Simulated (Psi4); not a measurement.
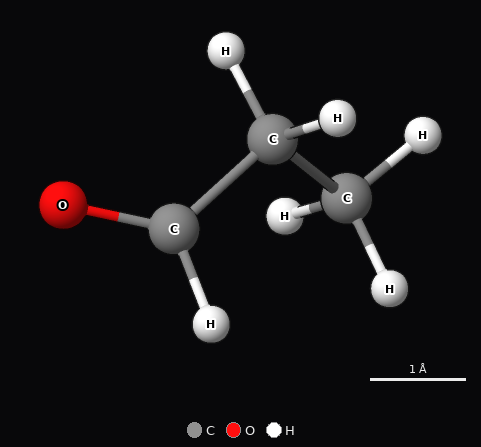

*The structure (ball-and-stick view, seen at a tilt).*

## Single-point calculation, with input and output: C$_{3}$H$_{6}$O (charge +1)

C$_{3}$H$_{6}$O, charge +1, multiplicity 2, computed with TPSSh/cc-pVDZ, UKS (Psi4 1.11).

The geometry is that of the parent species in another charge or spin state. The geometry comes from this level: PBE0-D4/def2-TZVP.

Input file (job.in)
```
memory 2200 mb

molecule molecule1 {
  1 2
  C
  C 1 1.524039
  C 2 1.49887 1 111.53407
  O 3 1.199699 2 125.22307 1 -126.18662
  H 1 1.090887 2 110.80047 3 -175.36362
  H 1 1.093157 5 107.68207 2 -121.91051
  H 1 1.092039 5 107.94858 6 -116.23601
  H 2 1.091476 3 108.73365 4 -2.01373
  H 2 1.097781 8 107.964 3 -115.62571
  H 3 1.114813 4 120.2666 2 -179.56668
  symmetry c1
}

set basis cc-pVDZ
set reference uks
set puream true
set e_convergence 1e-09
set d_convergence 1e-08
set scf_type pk
set dft_radial_points 99
set dft_spherical_points 590
set maxiter 100

e, wfn = energy("tpssh", return_wfn=True)
```

Run as:
```bash
psi4 -i job.in -o job.out -n 1
```

Log
```
Psi4 1.11 release

   => Loading Basis Set <=

    Name: CC-PVDZ
    Role: ORBITAL
    Keyword: BASIS

         ---------------------------------------------------------
                                   SCF
                              UKS Reference
                        1 Threads,   2098 MiB Core
         ---------------------------------------------------------

  ==> Geometry <==

    Molecular point group: c1
    Full point group: C1

    Geometry (in Angstrom), charge = 1, multiplicity = 2:

       Center              X                  Y                   Z               Mass
    ------------   -----------------  -----------------  -----------------  -----------------
         C            0.202779336143     0.808963931014    -1.608995663362    12.000000000000
         C            0.202779336143     0.808963931014    -0.084956663362    12.000000000000
         C            0.202779336143    -0.585284147881     0.465210194416    12.000000000000
         O           -0.588216772747    -1.016534673213     1.257438589970    15.994914619570
         H            0.285210488048     1.825412941439    -1.996385597629     1.007825032230
         H            1.043107720730     0.233261803388    -2.005741794979     1.007825032230
         H           -0.717936582745     0.372666489638    -2.002029907260     1.007825032230
         H           -0.652408619219     1.348153491003     0.326441000678     1.007825032230
         H            1.116927673026     1.295585642753     0.279262023418     1.007825032230
         H            1.017149913589    -1.237449219549     0.072413418901     1.007825032230

  Running in c1 symmetry.

  Rotational constants: A =      0.87409  B =      0.14551  C =      0.14006 [cm^-1]
  Rotational constants: A =  26204.67823  B =   4362.35335  C =   4198.84329 [MHz]
  Nuclear repulsion =  117.065215925834451

  Charge       = 1
  Multiplicity = 2
  Electrons    = 31
  Nalpha       = 16
  Nbeta        = 15

  ==> Algorithm <==

  SCF Algorithm Type is PK.
  DIIS enabled.
  MOM disabled.
  Fractional occupation disabled.
  Guess Type is SAD.
  Energy threshold   = 1.00e-09
  Density threshold  = 1.00e-08
  Integral threshold = 1.00e-12

  ==> Primary Basis <==

  Basis Set: CC-PVDZ
    Blend: CC-PVDZ
    Number of shells: 42
    Number of basis functions: 86
    Number of Cartesian functions: 90
    Spherical Harmonics?: true
    Max angular momentum: 2

  ==> DFT Potential <==

   => LibXC <=

    Version 7.1.2

   => Composite Functional: TPSSH <=

    TPSSh Hyb-GGA Exchange-Correlation Functional

    Deriv               =              1
    GGA                 =           TRUE
    Meta                =           TRUE

    Exchange Hybrid     =           TRUE
    MP2 Hybrid          =          FALSE

   => Exchange Functionals <=

    0.9000   Tao, Perdew, Staroverov & Scuseria

   => Exact (HF) Exchange <=

    0.1000               HF

   => Correlation Functionals <=

    1.0000   Tao, Perdew, Staroverov & Scuseria

   => LibXC Density Thresholds  <==

    XC_HYB_MGGA_XC_TPSSH:  1.00E-15

   => Molecular Quadrature <=

    Radial Scheme          =       TREUTLER
    Pruning Scheme         =           NONE
    Nuclear Scheme         =       TREUTLER

    Blocking Scheme        =         OCTREE
    BS radius alpha        =              1
    Pruning alpha          =              1
    Radial Points          =             99
    Spherical Points       =            590
    Total Points           =         549988
    Total Blocks           =           3924
    Max Points             =            256
    Max Functions          =             86
    Weights Tolerance      =       1.00E-15

  ==> Integral Setup <==

  Using in-core PK algorithm.
   Calculation information:
      Number of atoms:                  10
      Number of AO shells:              42
      Number of primitives:            118
      Number of atomic orbitals:        90
      Number of basis functions:        86

      Integral cutoff                 1.00e-12
      Number of threads:                 1

  Performing in-core PK
  Using 13998822 doubles for integral storage.
  We computed 400018 shell quartets total.
  Whereas there are 408156 unique shell quartets.

  ==> DiskJK: Disk-Based J/K Matrices <==

    J tasked:                  Yes
    K tasked:                  Yes
    wK tasked:                  No
    Memory [MiB]:              417
    Schwarz Cutoff:          1E-12

  Cached 33.3% of DFT collocation blocks in 1.023 [GiB].

  Minimum eigenvalue in the overlap matrix is 4.5994089928E-03.
  Reciprocal condition number of the overlap matrix is 8.0352380193E-04.
    Using symmetric orthogonalization.

  ==> Pre-Iterations <==

  SCF Guess: Superposition of Atomic Densities via on-the-fly atomic UHF (no occupation information).

   -------------------------
    Irrep   Nso     Nmo
   -------------------------
     A         86      86
   -------------------------
    Total      86      86
   -------------------------

  ==> Iterations <==

                        Total Energy        Delta E     RMS |[F,P]|

   @UKS iter SAD:  -192.58401727321328   -1.92584e+02   0.00000e+00
   @UKS iter   1:  -192.59526520928304   -1.12479e-02   7.35364e-03 ADIIS/DIIS
   @UKS iter   2:  -191.75289039439309    8.42375e-01   1.46850e-02 ADIIS/DIIS
   @UKS iter   3:  -192.72499935059164   -9.72109e-01   5.05109e-03 ADIIS/DIIS
   @UKS iter   4:  -192.79920263712336   -7.42033e-02   2.07975e-03 ADIIS/DIIS
   @UKS iter   5:  -192.81100640157669   -1.18038e-02   8.50613e-04 ADIIS/DIIS
   @UKS iter   6:  -192.81344966053430   -2.44326e-03   1.16776e-04 ADIIS/DIIS
   @UKS iter   7:  -192.81350988575264   -6.02252e-05   3.59491e-05 DIIS
   @UKS iter   8:  -192.81351717155181   -7.28580e-06   2.09619e-05 DIIS
   @UKS iter   9:  -192.81351968423041   -2.51268e-06   7.81240e-06 DIIS
   @UKS iter  10:  -192.81352019608318   -5.11853e-07   2.68468e-06 DIIS
   @UKS iter  11:  -192.81352028716026   -9.10771e-08   7.72523e-07 DIIS
   @UKS iter  12:  -192.81352029419696   -7.03670e-09   2.38732e-07 DIIS
   @UKS iter  13:  -192.81352029470136   -5.04400e-10   7.26226e-08 DIIS
   @UKS iter  14:  -192.81352029473237   -3.10081e-11   2.88606e-08 DIIS
   @UKS iter  15:  -192.81352029473643   -4.06430e-12   8.57213e-09 DIIS
  Energy and wave function converged.

  ==> Post-Iterations <==

   Electrons on quadrature grid:
      Nalpha   =   15.9999992049 ; deviation = -7.951e-07
      Nbeta    =   14.9999993470 ; deviation = -6.530e-07
      Ntotal   =   30.9999985519 ; deviation = -1.448e-06

   @Spin Contamination Metric:   6.339787251E-03
   @S^2 Expected:                7.500000000E-01
   @S^2 Observed:                7.563397873E-01
   @S   Expected:                5.000000000E-01
   @S   Observed:                5.000000000E-01

    Orbital Energies [Eh]
    ---------------------

    Alpha Occupied:

       1A    -19.461217     2A    -10.521297     3A    -10.397232
       4A    -10.336568     5A     -1.395173     6A     -1.029368
       7A     -0.889671     8A     -0.841735     9A     -0.771759
      10A     -0.733027    11A     -0.710205    12A     -0.654434
      13A     -0.616247    14A     -0.591755    15A     -0.562815
      16A     -0.556453

    Alpha Virtual:

      17A     -0.332794    18A     -0.138309    19A     -0.111988
      20A     -0.084880    21A     -0.071233    22A     -0.055936
      23A     -0.034056    24A     -0.022878    25A      0.011245
      26A      0.031274    27A      0.185197    28A      0.201568
      29A      0.231340    30A      0.236351    31A      0.255006
      32A      0.322650    33A      0.337550    34A      0.370225
      35A      0.389051    36A      0.417822    37A      0.446109
      38A      0.460622    39A      0.465114    40A      0.480111
      41A      0.511428    42A      0.572127    43A      0.612200
      44A      0.639748    45A      0.687235    46A      0.764147
      47A      0.830549    48A      0.870975    49A      0.920503
      50A      0.984265    51A      1.020760    52A      1.132288
      53A      1.230441    54A      1.240770    55A      1.256426
      56A      1.311598    57A      1.335756    58A      1.368943
      59A      1.392943    60A      1.435612    61A      1.449293
      62A      1.470250    63A      1.479228    64A      1.481839
      65A      1.508003    66A      1.523788    67A      1.586050
      68A      1.682471    69A      1.770584    70A      1.838221
      71A      1.847610    72A      1.963771    73A      1.979217
      74A      2.027441    75A      2.055102    76A      2.147384
      77A      2.235175    78A      2.256398    79A      2.314176
      80A      2.354720    81A      2.368873    82A      2.427614
      83A      2.522252    84A      2.750806    85A      3.002400
      86A      3.103644

    Beta Occupied:

       1A    -19.440055     2A    -10.522326     3A    -10.394075
       4A    -10.336345     5A     -1.358264     6A     -1.016894
       7A     -0.878057     8A     -0.821580     9A     -0.745728
      10A     -0.710976    11A     -0.688536    12A     -0.647427
      13A     -0.597421    14A     -0.571149    15A     -0.555514

    Beta Virtual:

      16A     -0.467779    17A     -0.328569    18A     -0.129903
      19A     -0.107513    20A     -0.081485    21A     -0.068404
      22A     -0.052560    23A     -0.031636    24A     -0.018053
      25A      0.019417    26A      0.038023    27A      0.192250
      28A      0.206718    29A      0.236418    30A      0.239456
      31A      0.272718    32A      0.329987    33A      0.345301
      34A      0.377726    35A      0.393000    36A      0.422848
      37A      0.452227    38A      0.462848    39A      0.468279
      40A      0.486980    41A      0.514782    42A      0.578909
      43A      0.617296    44A      0.644596    45A      0.701302
      46A      0.811959    47A      0.835591    48A      0.878002
      49A      0.926144    50A      0.986428    51A      1.027533
      52A      1.140948    53A      1.235826    54A      1.246247
      55A      1.266781    56A      1.321500    57A      1.350787
      58A      1.376208    59A      1.403222    60A      1.438273
      61A      1.459862    62A      1.478301    63A      1.483072
      64A      1.488789    65A      1.511954    66A      1.532595
      67A      1.595358    68A      1.687929    69A      1.780184
      70A      1.846587    71A      1.851377    72A      1.968681
      73A      1.990846    74A      2.042172    75A      2.059028
      76A      2.177874    77A      2.248697    78A      2.271770
      79A      2.335504    80A      2.365761    81A      2.394976
      82A      2.451280    83A      2.542222    84A      2.765271
      85A      3.047012    86A      3.133069

    Final Occupation by Irrep:
              A
    DOCC [    15 ]
    SOCC [     1 ]
    NA   [    16 ]
    NB   [    15 ]

  @UKS Final Energy:  -192.81352029473643

   => Energetics <=

    Nuclear Repulsion Energy =            117.0652159258344511
    One-Electron Energy =                -483.7891836982583982
    Two-Electron Energy =                 198.1231732264631660
    DFT Exchange-Correlation Energy =     -24.2127257487756289
    Empirical Dispersion Energy =           0.0000000000000000
    VV10 Nonlocal Energy =                  0.0000000000000000
    Total Energy =                       -192.8135202947364348

  UHF NO Occupations:
  HONO-2 :   14  A 1.9989468
  HONO-1 :   15  A 1.9987323
  HONO-0 :   16  A 1.0000000
  LUNO+0 :   17  A 0.0012677
  LUNO+1 :   18  A 0.0010532
  LUNO+2 :   19  A 0.0004005
  LUNO+3 :   20  A 0.0003190

Computation Completed

Properties will be evaluated at   0.000000,   0.000000,   0.000000 [a0]

Properties computed using the SCF density matrix

 Multipole Moments:

 ------------------------------------------------------------------------------------
     Multipole            Electronic (a.u.)      Nuclear  (a.u.)        Total (a.u.)
 ------------------------------------------------------------------------------------

 L = 1.  Multiply by 2.5417464519 to convert [e a0] to [Debye]
 Dipole X            :         -1.3032591            1.9584072            0.6551481
 Dipole Y            :         -3.5810141            3.5927776            0.0117635
 Dipole Z            :          4.7916931           -4.9869588           -0.1952657
 Magnitude           :                                                    0.6837295

 ------------------------------------------------------------------------------------

	total time  =        228 seconds =       3.80 minutes

    Psi4 run time: 0:03:47.67
```

Summary

- outcome: converged
- total energy: −192.813520 hartree
- basis functions: 86
- ⟨S²⟩: 0.756
- hardware: 1 thread of Intel Xeon @ 2.50GHz (Skylake/Cascade Lake), 32 GiB of memory available, shared host
- wall time: 3.8 min
- peak memory: 1.4 GiB
